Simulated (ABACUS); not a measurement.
**Pt: geometry relaxation (part 2 of 2)**

Continued. System: Pt (Fm-3m, 1 atom in the cell). Method: Kohn-Sham DFT of a periodic cell, WC, Ansatz NC PBE, no spin polarisation (ABACUS 3.10.1); cutoff 1142.88 eV, 10×10×10 k-mesh, fermi-dirac of 0.05 eV. The structure derives from an entry of the Crystallography Open Database.

Geometry of the input (Å; fractional positions):
```
0.0000  1.9609  1.9609
1.9609  0.0000  1.9609
1.9609  1.9609  0.0000
Pt 0.0000  0.0000  0.0000
```

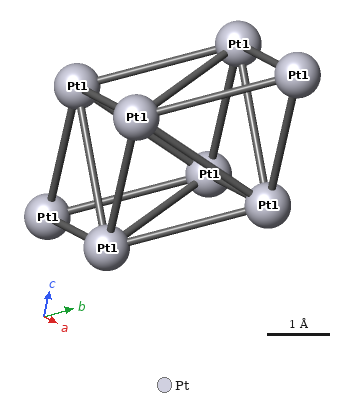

Fig. 1: The geometry at step 3 of the log (ball-and-stick view of the cell of the calculation, seen slightly off an axis; atoms are numbered from 1 in the order of the input).

## Output, continued
```
 PW ALGORITHM --------------- ION=   1  ELEC=   1--------------------------------
 Notice: Threshold on eigenvalues was too large.
 hsover_error=0.18 > DRHO=0.0972422
 Origin diag ethr = 0.01
 New diag ethr = 0.000540234

 Density error is 0.0986025218181
                          Error Threshold = 0.000540234405064
----------------------------------------------------------
     Energy           Rydberg                 eV
----------------------------------------------------------
 E_KohnSham     -260.8024526117      -3548.3994078944
 E_Harris       -263.9244836245      -3590.8768190006
 E_Fermi        1.7898233491         24.3517959615
----------------------------------------------------------

 PW ALGORITHM --------------- ION=   1  ELEC=   2--------------------------------

 Density error is 0.018713919096
                          Error Threshold = 0.000547791787878
----------------------------------------------------------
     Energy           Rydberg                 eV
----------------------------------------------------------
 E_KohnSham     -260.8292595368      -3548.7641348216
 E_Harris       -259.5103047288      -3530.8188340285
 E_Fermi        1.6771456504         22.8187372211
----------------------------------------------------------

 PW ALGORITHM --------------- ION=   1  ELEC=   3--------------------------------

 Density error is 0.000229887370402
                          Error Threshold = 0.0001039662172
----------------------------------------------------------
     Energy           Rydberg                 eV
----------------------------------------------------------
 E_KohnSham     -260.8337851265      -3548.8257086277
 E_Harris       -260.9404973274      -3550.2776026070
 E_Fermi        1.7120525044         23.2936693351
----------------------------------------------------------

 PW ALGORITHM --------------- ION=   1  ELEC=   4--------------------------------

 Density error is 1.62192459154e-06
                          Error Threshold = 1.27715205779e-06
----------------------------------------------------------
     Energy           Rydberg                 eV
----------------------------------------------------------
 E_KohnSham     -260.8338253384      -3548.8262557396
 E_Harris       -260.8295124826      -3548.7675763261
 E_Fermi        1.7084825234         23.2450972517
----------------------------------------------------------

 PW ALGORITHM --------------- ION=   1  ELEC=   5--------------------------------

 Density error is 9.87449934362e-08
                          Error Threshold = 9.01069217521e-09
----------------------------------------------------------
     Energy           Rydberg                 eV
----------------------------------------------------------
 E_KohnSham     -260.8338260047      -3548.8262648045
 E_Harris       -260.8340306183      -3548.8290487152
 E_Fermi        1.7086962422         23.2480050450
----------------------------------------------------------

 PW ALGORITHM --------------- ION=   1  ELEC=   6--------------------------------

 Density error is 2.2061329312e-09
                          Error Threshold = 5.48583296868e-10
----------------------------------------------------------
     Energy           Rydberg                 eV
----------------------------------------------------------
 E_KohnSham     -260.8338260088      -3548.8262648596
 E_KS(sigma->0) -260.8333813947      -3548.8202155745
 E_Harris       -260.8336100040      -3548.8233259641
 E_band         -9.5701891192        -130.2091029594
 E_one_elec     -51.5949589654       -701.9854300057
 E_Hartree      38.0568940268        517.7906069467
 E_xc           -47.3961813632       -644.8581299815
 E_Ewald        -199.8986904787      -2719.7612132488
 E_entropy(-TS) -0.0008892282        -0.0120985703
 E_descf        0.0000000000         0.0000000000
 E_exx          0.0000000000         0.0000000000
 E_Fermi        1.7086711447         23.2476635763
----------------------------------------------------------

 charge density convergence is achieved
 final etot is -3548.8262649 eV
 EFERMI = 23.247663576 eV

 STATE ENERGY(eV) AND OCCUPATIONS    NSPIN == 1
 1/12 kpoint (Cartesian) = 0.0000 0.0000 0.0000 (1363 pws)
       1       -75.1938     0.00200000
       2       -29.1412     0.00200000
       3       -29.1412     0.00200000
       4       -29.1412     0.00200000
       5        13.0258     0.00200000
       6        19.4579     0.00200000
       7        19.4579     0.00200000
       8        19.4579     0.00200000
       9        21.6133     0.00200000
      10        21.6133     0.00200000
      11        37.8165        0.00000
      12        42.6948        0.00000
      13        42.6948        0.00000

 2/12 kpoint (Cartesian) = 0.025429 0.025429 0.025429 (1345 pws)
       1       -75.1907      0.0160000
       2       -29.1867      0.0160000
       3       -29.1478      0.0160000
       4       -29.1478      0.0160000
       5        13.4218      0.0160000
       6        19.2922      0.0160000
       7        19.6074      0.0160000
       8        19.6074      0.0160000
       9        21.5368      0.0160000
      10        21.5368      0.0160000
      11        38.4072        0.00000
      12        40.9515        0.00000
      13        43.2945        0.00000

 3/12 kpoint (Cartesian) = 0.050859 0.050859 0.050859 (1336 pws)
       1       -75.1827      0.0160000
       2       -29.3047      0.0160000
       3       -29.1648      0.0160000
       4       -29.1648      0.0160000
       5        14.4683      0.0160000
       6        19.0431      0.0160000
       7        19.8382      0.0160000
       8        19.8382      0.0160000
       9        21.5666      0.0160000
      10        21.5666      0.0160000
      11        38.0477        0.00000
      12        39.5049        0.00000
      13        44.8862        0.00000

 4/12 kpoint (Cartesian) = 0.076288 0.076288 0.076288 (1344 pws)
       1       -75.1727      0.0160000
       2       -29.4485      0.0160000
       3       -29.1859      0.0160000
       4       -29.1859      0.0160000
       5        15.5477      0.0160000
       6        19.4860      0.0160000
       7        19.7395      0.0160000
       8        19.7395      0.0160000
       9        22.1414      0.0160000
      10        22.1414      0.0160000
      11        34.6901        0.00000
      12        39.0149        0.00000
      13        45.2285        0.00000

 5/12 kpoint (Cartesian) = 0.10172 0.10172 0.10172 (1338 pws)
       1       -75.1647      0.0160000
       2       -29.5632      0.0160000
       3       -29.2028      0.0160000
       4       -29.2028      0.0160000
       5        15.9094      0.0160000
       6        19.5018      0.0160000
       7        19.5018      0.0160000
       8        21.2717      0.0160000
       9        22.9186      0.0159779
      10        22.9186      0.0159779
      11        31.0537    2.52319e-70
      12        37.8234        0.00000
      13        42.9759        0.00000

 6/12 kpoint (Cartesian) = 0.12715 0.12715 0.12715 (1350 pws)
       1       -75.1616     0.00800000
       2       -29.6067     0.00800000
       3       -29.2093     0.00800000
       4       -29.2093     0.00800000
       5        15.9285     0.00800000
       6        19.3982     0.00800000
       7        19.3982     0.00800000
       8        22.7425     0.00799967
       9        23.2748     0.00294048
      10        23.2748     0.00294048
      11        28.9825    1.23287e-52
      12        37.3807        0.00000
      13        42.0621        0.00000

[... levels at 6 further k points ...]

------------------------------------------------------------------------------------------
 TOTAL-FORCE (eV/Angstrom)
------------------------------------------------------------------------------------------
                       Pt1         0.0000000000         0.0000000000         0.0000000000
------------------------------------------------------------------------------------------

----------------------------------------------------------------
 TOTAL-STRESS (KBAR)
----------------------------------------------------------------
        -0.0058323411        -0.0000000000         0.0000000000
         0.0000000000        -0.0058323411        -0.0000000000
         0.0000000000        -0.0000000000        -0.0058323411
----------------------------------------------------------------
 TOTAL-PRESSURE: -0.005832 KBAR

 --------------------------------------------
 !FINAL_ETOT_IS -3548.8262648596373765 eV
 --------------------------------------------
```

## File opt.log
```
      Step          Energy          fmax
FIRE:    0    -3548.825348        0.219562
FIRE:    1    -3548.826227        0.041207
FIRE:    2    -3548.825762        0.165574
FIRE:    3    -3548.825944        0.133120
FIRE:    4    -3548.826170        0.074275
FIRE:    5    -3548.826265        0.000055
```

## Standard output
```
ABACUS v3.10.1

               Atomic-orbital Based Ab-initio Computation at UStc

 dft_functional readin is: wc
 dft_functional in pseudopot file is: PBE
 Please make sure this is what you need

%%%%%%%%%%%%%%%%%%%%%%%%%%%%%%%%%%%%%%%%%%%%%%%%%%%%%%%%%%%%%%%%%%%%%%%%%%%%%%%%%%%%%%%%%%%%%%%%%%%%%%%%%
 Warning: the number of valence electrons in pseudopotential > 10 for Pt: [Xe] 4f14 5d9 6s1
 Pseudopotentials with additional electrons can yield (more) accurate outcomes, but may be less efficient.
 If you're confident that your chosen pseudopotential is appropriate, you can safely ignore this warning.
%%%%%%%%%%%%%%%%%%%%%%%%%%%%%%%%%%%%%%%%%%%%%%%%%%%%%%%%%%%%%%%%%%%%%%%%%%%%%%%%%%%%%%%%%%%%%%%%%%%%%%%%%

 UNIFORM GRID DIM        : 32 * 32 * 32
 UNIFORM GRID DIM(BIG)   : 32 * 32 * 32
 ---------------------------------------------------------
 Self-consistent calculations for electrons
 ---------------------------------------------------------
 SPIN    KPOINTS         PROCESSORS  THREADS
 1       47              4           4
 ---------------------------------------------------------
 Use plane wave basis
 ---------------------------------------------------------
 ELEMENT NATOM       XC
 Pt      1
 ---------------------------------------------------------
 Initial plane wave basis and FFT box
 ---------------------------------------------------------
 -------------------------------------------
 SELF-CONSISTENT :
 -------------------------------------------
 START CHARGE      : atomic
 ITER       ETOT/eV          EDIFF/eV         DRHO     TIME/s
 DA1     -3.54839941e+03   0.00000000e+00   9.8603e-02   0.29
 DA2     -3.54876413e+03  -3.64726927e-01   1.8714e-02   0.15
 DA3     -3.54882571e+03  -6.15738062e-02   2.2989e-04   0.15
 DA4     -3.54882626e+03  -5.47111893e-04   1.6219e-06   0.16
 DA5     -3.54882626e+03  -9.06482881e-06   9.8745e-08   0.19
 DA6     -3.54882626e+03  -5.51793696e-08   2.2061e-09   0.13
----------------------------------------------------------------
 TOTAL-STRESS (KBAR)
----------------------------------------------------------------
        -0.0058323411        -0.0000000000         0.0000000000
         0.0000000000        -0.0058323411        -0.0000000000
         0.0000000000        -0.0000000000        -0.0058323411
----------------------------------------------------------------
 TOTAL-PRESSURE: -0.005832 KBAR
```

## Trajectory as extended XYZ (Å, eV, eV/Å), 6 frames, from step=0 to step=5
```
1
Lattice="0.0000 1.9609 1.9609 1.9609 0.0000 1.9609 1.9609 1.9609 0.0000" Properties=species:S:1:pos:R:3:forces:R:3 step=0 energy=-3548.82535 pressure_GPa=2.33
Pt    0.0000    0.0000    0.0000    0.0000   0.0000   0.0000
1
Lattice="0.0000 1.9652 1.9652 1.9652 0.0000 1.9652 1.9652 1.9652 0.0000" Properties=species:S:1:pos:R:3:forces:R:3 step=1 energy=-3548.82623 pressure_GPa=0.43
Pt    0.0000    0.0000    0.0000    0.0000   0.0000   0.0000
1
Lattice="0.0000 1.9703 1.9703 1.9703 0.0000 1.9703 1.9703 1.9703 0.0000" Properties=species:S:1:pos:R:3:forces:R:3 step=2 energy=-3548.82576 pressure_GPa=-1.73
Pt    0.0000    0.0000    0.0000    0.0000   0.0000   0.0000
1
Lattice="0.0000 1.9695 1.9695 1.9695 0.0000 1.9695 1.9695 1.9695 0.0000" Properties=species:S:1:pos:R:3:forces:R:3 step=3 energy=-3548.82594 pressure_GPa=-1.40
Pt    0.0000    0.0000    0.0000    0.0000   0.0000   0.0000
1
Lattice="0.0000 1.9681 1.9681 1.9681 0.0000 1.9681 1.9681 1.9681 0.0000" Properties=species:S:1:pos:R:3:forces:R:3 step=4 energy=-3548.82617 pressure_GPa=-0.78
Pt    0.0000    0.0000    0.0000    0.0000   0.0000   0.0000
1
Lattice="0.0000 1.9662 1.9662 1.9662 0.0000 1.9662 1.9662 1.9662 0.0000" Properties=species:S:1:pos:R:3:forces:R:3 step=5 energy=-3548.82626 pressure_GPa=-0.00
Pt    0.0000    0.0000    0.0000    0.0000   0.0000   0.0000
```

## Summary

- outcome: converged
- space group (tolerance 0.01 Å): Fm-3m (225)
- electrons treated: 18
- free energy: −3548.8263 eV
- Fermi energy: 23.248 eV
- gap on the k-point mesh: none (metallic)
- pressure: 0.00 GPa
- final volume: 15.20 Å³
- largest force (length of the vector) at the end: under 0.001 eV/Å
- final cell: a = 2.781 Å, b = 2.781 Å, c = 2.781 Å, α = 60.00°, β = 60.00°, γ = 60.00°
- hardware: 4 threads of Intel Xeon (Granite Rapids), 12 GiB of memory available, shared host
- wall time: 9.4 s (CPU time 35 s)
- peak memory: 0.36 GiB

## Notes

Spin–orbit coupling is left out, which matters for Pt.
